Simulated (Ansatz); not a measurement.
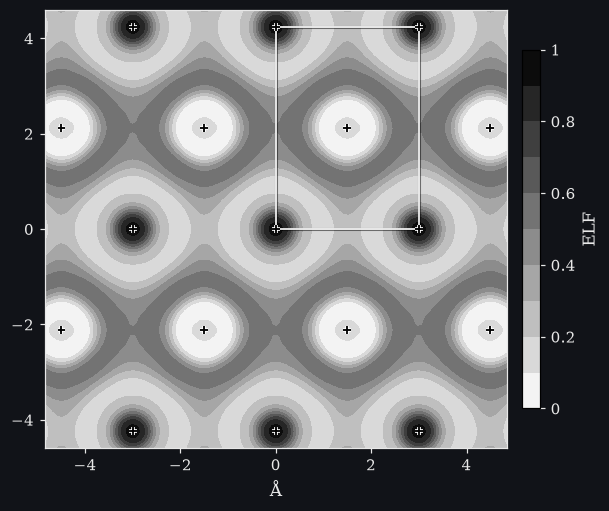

The ELF on a plane through atoms (crosses mark nuclei in the plane).

These are results of Kohn-Sham DFT of a periodic cell, r2SCAN50, Ansatz PAW (Ansatz), not measurements.

Candidates:
A. InPd, a = 3.27 Å, b = 3.27 Å, c = 3.27 Å, α = 90.00°, β = 90.00°, γ = 90.00°. Space group Pm-3m; a structure from a database of computed crystals, not necessarily the ambient phase; computed pressure about −5 GPa in this cell.
B. AlCu, a = 3.00 Å, b = 3.00 Å, c = 3.00 Å, α = 90.00°, β = 90.00°, γ = 90.00°. Space group Pm-3m; a structure from a database of computed crystals, not necessarily the ambient phase.

Which candidate gave the map?

Answer. Candidate B: AlCu on the (101̄) plane of the conventional cell, which holds Cu and Al. Al–Cu (2.60 Å): the ELF is about 0.40 at the midpoint.
